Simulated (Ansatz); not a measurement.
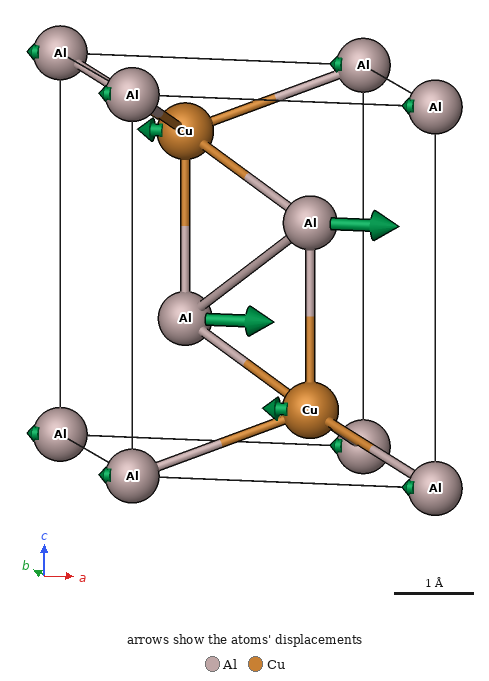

One vibrational mode of a crystal of Al3Cu2 at the zone centre. Displacements are drawn as green arrows; their common scale and sign are arbitrary. The picture is a ball-and-stick view of the cell of the calculation, seen slightly off an axis.

These are results of DFT LDA, scalar-relativistic, plane waves, PAW in Ansatz, not measurements. Settings: plane-wave cutoff 420 eV; k-point mesh 12 × 12 × 8; occupations fermi dirac; smearing width 0.15 eV; no spin polarisation.

The frequencies depend somewhat on the k-mesh and the smearing.

> What mode is this, and where does it lie in the spectrum?

This is the E_u mode (doubly degenerate; one member of the set is drawn) at 25.4 meV, optical level 4 of 8, counted from below, infrared-active by symmetry. The Al (2d) sublattice moves against the Cu and Al (1a) sublattices, along a; the kinetic energy is shared as Al 74 %, Cu 26 %. The crystal is a metal, so free carriers screen the infrared response.
